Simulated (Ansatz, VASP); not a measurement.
# Co (Co(0001)): VASP beside Ansatz

Wanted: the spread between two codes on one cell, functional and k mesh. The structure shown is the end of the VASP relaxation below.

Calculated with Ansatz 0.2.0; plane waves, with VASP 6.6.1 beside it; single point at PBE.

**1. The structure**

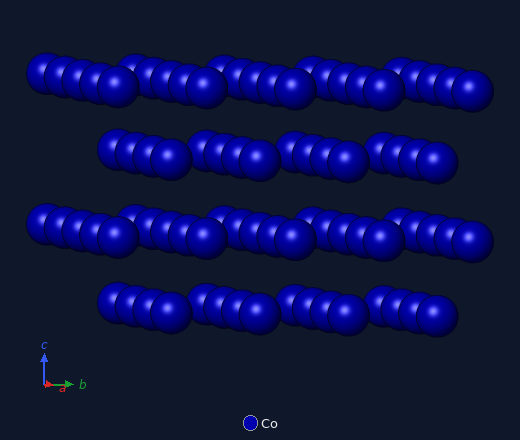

The starting structure, seen from the side, with the c axis up (cobalt blue). 4×4×1 cells are drawn. Some periodic images of atoms are drawn too.

The cell holds 4 atoms: 4 Co. Cell: a = 2.488 Å, b = 2.488 Å, c = 21.037 Å, α = 90.0°, β = 90.0°, γ = 60.0°. It derives from Co. As first built, before any earlier steps moved the atoms: 4 layers of hcp Co, cut at this functional's lattice. Vacuum lies along c.

As a file:

```xyz
4
Lattice="2.4880 0.0000 0.0000 1.2440 2.1547 0.0000 0.0000 0.0000 21.0369" Properties=species:S:1:pos:R:3
Co    2.4880    1.4365    7.5000
Co    0.0000    0.0000    9.5123
Co    2.4880    1.4365   11.5693
Co    0.0000    0.0000   13.5110
```

**2. VASP: relaxation, PBE**

This run makes the geometry at which the two programs are then compared.

Lines of VASP's logs that name or quote its potential files are left out, and so is its time.

File INCAR:

```
SYSTEM = Co
PREC = Normal
ENCUT = 320
EDIFF = 1E-05
NELM = 120
ISMEAR = 1
SIGMA = 0.15
LREAL = .FALSE.
ALGO = Fast
GGA = PE
NBANDS = 31
ISPIN = 2
MAGMOM = 2 2 2 2
LASPH = .TRUE.
LMAXMIX = 4
LORBIT = 11
LWAVE = .FALSE.
LCHARG = .FALSE.
KPAR = 8
IBRION = 2
NSW = 30
ISIF = 2
EDIFFG = -0.03
POTIM = 0.4
MAXMIX = 40
IDIPOL = 3
LDIPOL = .TRUE.
DIPOL = 0.5 0.5 0.5
```

File POSCAR:

```
Co
1.0
    2.4880051211      0.0000000000      0.0000000000
    1.2440025606      2.1546756396      0.0000000000
    0.0000000000      0.0000000000     21.0369379516
Co
4
Selective dynamics
Direct
    0.6666666700      0.6666666700      0.3565157600  F F F
    0.0000000000      0.0000000000      0.4521719200  F F F
    0.6666666700      0.6666666700      0.5478280800  T T T
    0.0000000000      0.0000000000      0.6434842400  T T T
```

File KPOINTS:

```
Automatic mesh
0
Gamma
12 12 1
0 0 0
```

PAW data sets: Co (PBE family, release 64).

The run is started by

```console
$ mpirun -np 8 vasp_std
```

Numbers of over 12 decimals in the logs are rounded to 6 here.

Log:

```text
[banner, memory and clock lines left out]
running    8 mpi-ranks, on    1 nodes
 distrk:  each k-point on    1 cores,    8 groups
 distr:  one band on    1 cores,    1 groups

 POSCAR found type information on POSCAR Co
 POSCAR found :  1 types and       4 ions
|                                                                             |
|           W    W    AA    RRRRR   N    N  II  N    N   GGGG   !!!           |
|           W    W   A  A   R    R  NN   N  II  NN   N  G    G  !!!           |
|           W    W  A    A  R    R  N N  N  II  N N  N  G       !!!           |
|           W WW W  AAAAAA  RRRRR   N  N N  II  N  N N  G  GGG   !            |
|           WW  WW  A    A  R   R   N   NN  II  N   NN  G    G                |
|           W    W  A    A  R    R  N    N  II  N    N   GGGG   !!!           |
|                                                                             |
|     For optimal performance we recommend to set                             |
|       NCORE = 2 up to number-of-cores-per-socket                            |
|     NCORE specifies how many cores store one orbital (NPAR=cpu/NCORE).      |
|     This setting can greatly improve the performance of VASP for DFT.       |
|     The default, NCORE=1 might be grossly inefficient on modern             |
|     multi-core architectures or massively parallel machines. Do your        |
|     Unfortunately you need to use the default for GW and RPA                |
|     calculations (for HF NCORE is supported but not extensively tested      |
|     yet).                                                                   |
|                                                                             |

 LDA part: xc-table for (Slater+PW92), standard interpolation
 POSCAR, INCAR and KPOINTS ok, starting setup
 FFT: planning ... GRIDC
 FFT: planning ... GRID_SOFT
 FFT: planning ... GRID
 WAVECAR not read
 entering main loop
       N       E                     dE             d eps       ncg     rms          rms(c)
DAV:   1     0.207695192059E+03    0.20770E+03   -0.12091E+04  2356   0.864E+02
DAV:   2    -0.186954583321E+02   -0.22639E+03   -0.20889E+03  2440   0.238E+02
DAV:   3    -0.305019198732E+02   -0.11806E+02   -0.11481E+02  2713   0.768E+01
DAV:   4    -0.306452054578E+02   -0.14329E+00   -0.14324E+00  2731   0.911E+00
DAV:   5    -0.306495134770E+02   -0.43080E-02   -0.43079E-02  3543   0.108E+00    0.203E+01
RMM:   6    -0.390733148779E+02   -0.84238E+01   -0.37471E+01  2358   0.556E+01    0.425E+01
RMM:   7    -0.320147561763E+02    0.70586E+01   -0.99486E+00  2374   0.257E+01    0.333E+01
RMM:   8    -0.258580643780E+02    0.61567E+01   -0.31804E+00  2372   0.166E+01    0.102E+01
RMM:   9    -0.259755043934E+02   -0.11744E+00   -0.54264E-01  2388   0.577E+00    0.457E+00
RMM:  10    -0.262919994411E+02   -0.31650E+00   -0.27257E-01  2366   0.367E+00    0.214E+00
RMM:  11    -0.266680430816E+02   -0.37604E+00   -0.11497E-01  2386   0.207E+00    0.811E+00
RMM:  12    -0.263056462645E+02    0.36240E+00   -0.57509E-02  2396   0.191E+00    0.194E+00
RMM:  13    -0.263375204769E+02   -0.31874E-01   -0.18941E-02  2406   0.934E-01    0.166E+00
RMM:  14    -0.263569370044E+02   -0.19417E-01   -0.10233E-02  2397   0.803E-01    0.812E-01
[...]
RMM:  24    -0.267312219121E+02   -0.15892E-02   -0.10338E-04  1917   0.357E-02    0.199E-02
RMM:  25    -0.267315329132E+02   -0.31100E-03   -0.19122E-05  1631   0.201E-02    0.164E-02
RMM:  26    -0.267317624200E+02   -0.22951E-03   -0.23103E-05  1627   0.170E-02    0.736E-03
RMM:  27    -0.267318770496E+02   -0.11463E-03   -0.72738E-06  1485   0.991E-03    0.421E-03
RMM:  28    -0.267319235017E+02   -0.46452E-04   -0.42931E-06  1372   0.699E-03    0.285E-03
RMM:  29    -0.267319339829E+02   -0.10481E-04   -0.75433E-07  1189   0.447E-03    0.206E-03
RMM:  30    -0.267319484449E+02   -0.14462E-04   -0.57489E-07  1185   0.412E-03    0.202E-03
RMM:  31    -0.267319568807E+02   -0.84358E-05   -0.28824E-07  1178   0.397E-03
   1 F= -.26731957E+02 E0= -.26732896E+02  d E =-.267320E+02  mag=     6.7772
[...]
2 F= -.26746500E+02 E0= -.26747512E+02  d E =-.145435E-01  mag=     6.7893
[...]
3 F= -.26751043E+02 E0= -.26752143E+02  d E =-.190864E-01  mag=     6.7996
[...]
4 F= -.26751081E+02 E0= -.26752175E+02  d E =-.191239E-01  mag=     6.7981
 curvature:  -0.88 expect dE=-0.531E-04 dE for cont linesearch -0.943E-05
 ZBRENT: accuracy reached
 trial: gam=-0.02048 g(F)=  0.604E-04 g(S)=  0.000E+00 ort = 0.454E-03 (trialstep = 0.118E+01)
 search vector abs. value=  0.498E-04
 bond charge predicted
       N       E                     dE             d eps       ncg     rms          rms(c)
DAV:   1    -0.267511197638E+02   -0.35397E-04   -0.10201E-02  2482   0.471E-01    0.530E-02
RMM:   2    -0.267510384917E+02    0.81272E-04   -0.12226E-04  2321   0.940E-02    0.298E-02
RMM:   3    -0.267511384747E+02   -0.99983E-04   -0.28660E-05  1799   0.381E-02    0.122E-02
RMM:   4    -0.267511507537E+02   -0.12279E-04   -0.74210E-06  1457   0.195E-02    0.869E-03
RMM:   5    -0.267511646320E+02   -0.13878E-04   -0.25422E-06  1435   0.130E-02    0.446E-03
RMM:   6    -0.267511676393E+02   -0.30073E-05   -0.77111E-07  1391   0.670E-03
   5 F= -.26751168E+02 E0= -.26752270E+02  d E =-.869014E-04  mag=     6.7984
 ZBRENT: can't locate minimum, use default step
 trial-energy change:   -0.000087  1 .order   -0.000057   -0.000060   -0.000055
 step:   4.7154(harm= 13.0405)  dis= 0.00533  next Energy=   -26.751414 (dE=-0.333E-03)
 reached required accuracy - stopping structural energy minimisation
```

From OUTCAR (step 2):

```text
ion  position               nearest neighbor table
   1  0.667  0.667  0.357-   2 2.47   2 2.47   2 2.47
   2  0.000  0.000  0.452-   1 2.47   3 2.47   1 2.47   3 2.47   1 2.47   3 2.47
   3  0.667  0.667  0.548-   4 2.47   2 2.47   4 2.47   2 2.47   4 2.47   2 2.47
   4  0.000  0.000  0.643-   3 2.47   3 2.47   3 2.47

  LATTYP: Found a hexagonal cell.
 ALAT       =     2.4880051211
 C/A-ratio  =     8.4553435092

 Subroutine GETGRP returns: Found 12 space group operations
 (whereof  6 operations were pure point group operations)

The static configuration has the point symmetry C_3v.
 The point group associated with its full space group is D_3d.

 Found     19 irreducible k-points:

   k-points           NKPTS =     19   k-points in BZ     NKDIM =     19   number of bands    NBANDS=     31

   dimension x,y,z NGX =    12 NGY =   12 NGZ =   96
   dimension x,y,z NGXF=    24 NGYF=   24 NGZF=  192

   ENCUT  =  320.0 eV  23.52 Ry    4.85 a.u.   3.63  3.63 30.68*2*pi/ulx,y,z

   NELECT =      36.0000    total number of electrons

 k-points in reciprocal lattice and weights: Automatic mesh
   0.00000000  0.00000000  0.00000000       0.007
   0.08333333  0.00000000  0.00000000       0.042
   0.16666667 -0.00000000  0.00000000       0.042
   0.25000000  0.00000000  0.00000000       0.042
   0.33333333 -0.00000000  0.00000000       0.042
   0.41666667 -0.00000000  0.00000000       0.042
   0.50000000  0.00000000  0.00000000       0.021
   0.16666667  0.08333333  0.00000000       0.042
   0.25000000  0.08333333  0.00000000       0.083
[...]
-0.41666667  0.25000000  0.00000000       0.083
  -0.33333333  0.33333333  0.00000000       0.014

 dipolmoment           0.000000      0.000000     -0.001687 electrons x Angstroem

 average (electrostatic) potential at core
       1 -87.5099       2 -87.6160       3 -87.6318       4 -87.5055

 E-fermi :   1.0298

 spin component 1
 k-point     1 :       0.0000    0.0000    0.0000
  band No.  band energies     occupation
    ...
     20      -0.0404      1.00000
     21      -0.0404      1.00000
     22       0.0725      1.00000
     23       0.0725      1.00000
     24       0.2006      1.00000
     25       1.1956     -0.03291
     26       5.6737      0.00000
     27       5.7800      0.00000
     28       7.0718      0.00000
     29       7.9867      0.00000
    ...

 k-point     2 :       0.0833    0.0000    0.0000
  band No.  band energies     occupation
    ...
     20      -0.4115      1.00000
     21      -0.1737      1.00000
     22      -0.0413      1.00000
     23       0.0900      1.00000
     24       0.8733      1.02903
     25       1.9403     -0.00000
     26       5.9017      0.00000
     27       5.9886      0.00000
     28       7.3002      0.00000
     29       8.1613      0.00000
    ...

 k-point     3 :       0.1667   -0.0000    0.0000
  band No.  band energies     occupation
    ...
     19      -0.5099      1.00000
     20      -0.4816      1.00000
     21      -0.0460      1.00000
     22       0.1284      1.00000
     23       0.1712      1.00000
     24       1.7999     -0.00000
     25       3.2549     -0.00000
     26       6.5602      0.00000
     27       6.6293      0.00000
     28       7.9846      0.00000
    ...

 k-point     4 :       0.2500    0.0000    0.0000
  band No.  band energies     occupation
    ...
     19      -0.3872      1.00000
     20      -0.3871      1.00000
     21      -0.0388      1.00000
     22       0.1688      1.00000
     23       0.7556      1.01338
     24       2.8788     -0.00000
     25       4.8027      0.00000
     26       7.5569      0.00000
     27       7.7626      0.00000
     28       9.1181      0.00000
    ...

 k-point     5 :       0.3333   -0.0000    0.0000
  band No.  band energies     occupation
    ...
     18      -0.1203      1.00000
     19      -0.1058      1.00000
     20      -0.0377      1.00000
     21       0.0539      1.00000
     22       0.2266      1.00000
     23       1.6419     -0.00000
     24       4.1097      0.00000
     25       6.5463      0.00000
     26       8.7382      0.00000
     27       9.3468      0.00000
    ...

 k-point     6 :       0.4167   -0.0000    0.0000
  band No.  band energies     occupation
    ...
     17       0.1446      1.00000
     18       0.2294      1.00000
     19       0.3297      1.00000
     20       0.3794      1.00000
     21       0.9114      0.98719
     22       1.0845      0.21278
     23       2.8476     -0.00000
     24       4.9307      0.00000
     25       7.9092      0.00000
     26       8.1035      0.00000
    ...

  Total       -1.3181227     -1.3181227     -0.6847113     -0.0000000      0.0000000      0.0000000
  in kB      -18.7262457    -18.7262457     -9.7275250     -0.0000000      0.0000000      0.0000000
  external PRESSURE =     -15.7266721 kB  Pullay stress =       0.0000000 kB

  energy-cutoff  :      320.00
  volume of cell :      112.78
      direct lattice vectors                 reciprocal lattice vectors
     2.488005121  0.000000000  0.000000000     0.401928433 -0.232053489  0.000000000
     1.244002561  2.154675640  0.000000000     0.000000000  0.464106978  0.000000000
     0.000000000  0.000000000 21.036937952     0.000000000  0.000000000  0.047535435

 POSITION                                       TOTAL-FORCE (eV/Angst)
 -----------------------------------------------------------------------------------
      2.48801      1.43645      7.50000         0.000000     -0.000000      0.403174
      0.00000      0.00000      9.51231        -0.000000      0.000000     -0.450920
      2.48801      1.43645     11.56933         0.000000     -0.000000      0.022992
      3.73201      2.15468     13.51102        -0.000000     -0.000000      0.024755
 -----------------------------------------------------------------------------------
    total drift:                               -0.000001     -0.000000     -0.000663

  FREE ENERGIE OF THE ION-ELECTRON SYSTEM (eV)
  ---------------------------------------------------
  free  energy   TOTEN  =       -26.7511676393 eV

  energy  without entropy=      -26.7544746763  energy(sigma->0) =      -26.75226998

 reached required accuracy - stopping structural energy minimisation

 vacuum level on the upper side and lower side of the slab         5.941         5.936

 total charge
# of ion       s       p       d       tot
------------------------------------------
    1        0.480   0.405   7.217   8.102
    2        0.486   0.516   7.245   8.247
    3        0.494   0.533   7.257   8.284
    4        0.488   0.420   7.233   8.142
--------------------------------------------------
tot          1.949   1.874  28.951  32.774

 magnetization (x)
# of ion       s       p       d       tot
------------------------------------------
    1       -0.012  -0.044   1.802   1.746
    2       -0.013  -0.051   1.768   1.704
    3       -0.013  -0.052   1.757   1.693
    4       -0.012  -0.044   1.785   1.729
--------------------------------------------------
tot         -0.050  -0.190   7.113   6.872

[... 6 further parts left out ...]
```

The run keeps the 6 symmetry operations of its start, so it cannot find a distortion of lower symmetry.

[end of part 1 of 2]

[Lines on the potential files, build, host, timing and source positions are cut from VASP's logs without a mark.]

[Logs are printed without paths, hosts, clocks, repeated set-up lines and the standing remarks that a program may print on its own settings, such as how far it seeks lower states.]

[Hosts, paths, dates, database ids (printed as entryN), source tags and the programs' standing remarks are cut or masked in the printed files.]
